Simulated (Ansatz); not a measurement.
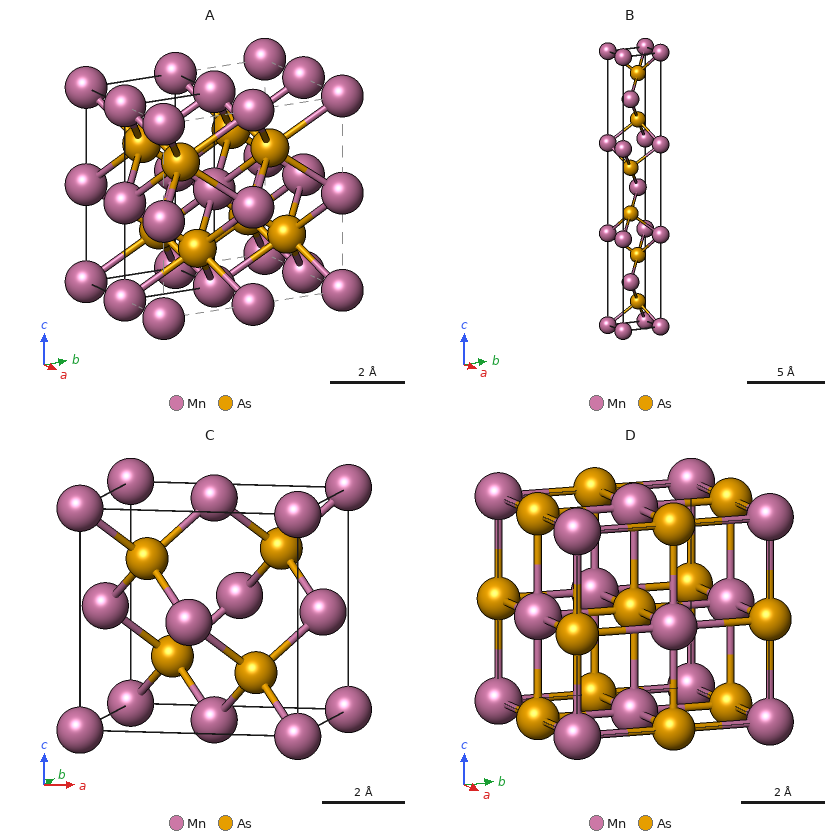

Four structures of MnAs, each relaxed to rest (conventional cells in solid outline, small ones repeated, each panel with its own scale). Method: DFT PBEsol, scalar-relativistic, plane waves, PAW (Ansatz 0.2.0), with collinear spins.

> Give the type and space group of each panel.

A: nickel arsenide (NiAs) type, P6_3/mmc; B: 12 atoms a cell on a primitive hexagonal lattice, P-6m2; C: zinc blende (sphalerite type), F-43m; D: rock salt (NaCl type), Fm-3m.

> Rank them by energy, lowest first.

A, then D (+208 meV/atom), B (+304 meV/atom) and C (+552 meV/atom), energies at zero smearing.

> Collect the results in a table.

| panel | structure | E − E(lowest) (meV/atom) | volume (Å³/atom) | gap (eV) |
| --- | --- | --- | --- | --- |
| A | P6_3/mmc | 0 | 14.7 | metal |
| D | Fm-3m | 208 | 16.1 | metal |
| B | P-6m2 | 304 | 16.3 | metal |
| C | F-43m | 552 | 20.9 | metal |

Some of these may be structure types tried for this composition rather than known phases, and the most stable form need not be among them. Gaps are taken on the k-mesh or band path of each run.
